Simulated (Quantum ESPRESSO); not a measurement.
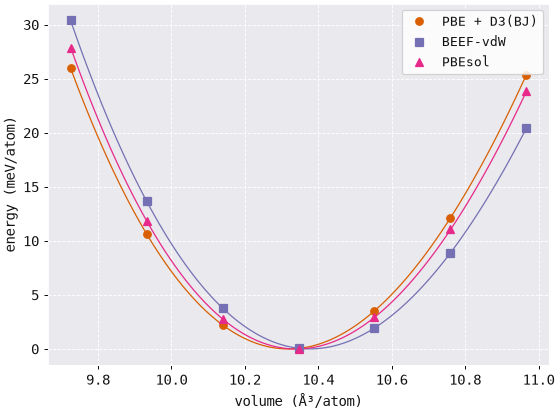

Calculation (Quantum ESPRESSO 7.5): plane-wave DFT, no spin polarisation; energies at scaled volumes of the given cell, shape and fractions fixed, counted from the fit's minimum, third-order Birch-Murnaghan fit. All runs: no spin polarisation.

k mesh 10×10×10; occupations Fermi–Dirac.

Energy against volume, with one curve for each functional, for SiC (space group F-43m).

Settings that differ: PBE + D3(BJ): density cutoff 5990 eV, wave cutoff 748 eV, potentials SSSP-1.3-efficiency-PBE, smearing width 0.025 eV; BEEF-vdW: density cutoff 4460 eV, wave cutoff 1120 eV, potentials PseudoDojo-0.4.1-SR-PBE-standard, smearing width 0.05 eV; PBEsol: density cutoff 4900 eV, wave cutoff 612 eV, potentials GBRV-1.5-PBEsol, smearing width 0.05 eV.

The fitted equilibrium volumes, smallest first, are PBE + D3(BJ) 10.319, PBEsol 10.340, BEEF-vdW 10.377 Å³/atom. The fitted bulk moduli, smallest first, are BEEF-vdW 213.9, PBE + D3(BJ) 221.1, PBEsol 221.4 GPa.

Caveats: potentials made for another functional (BEEF-vdW).
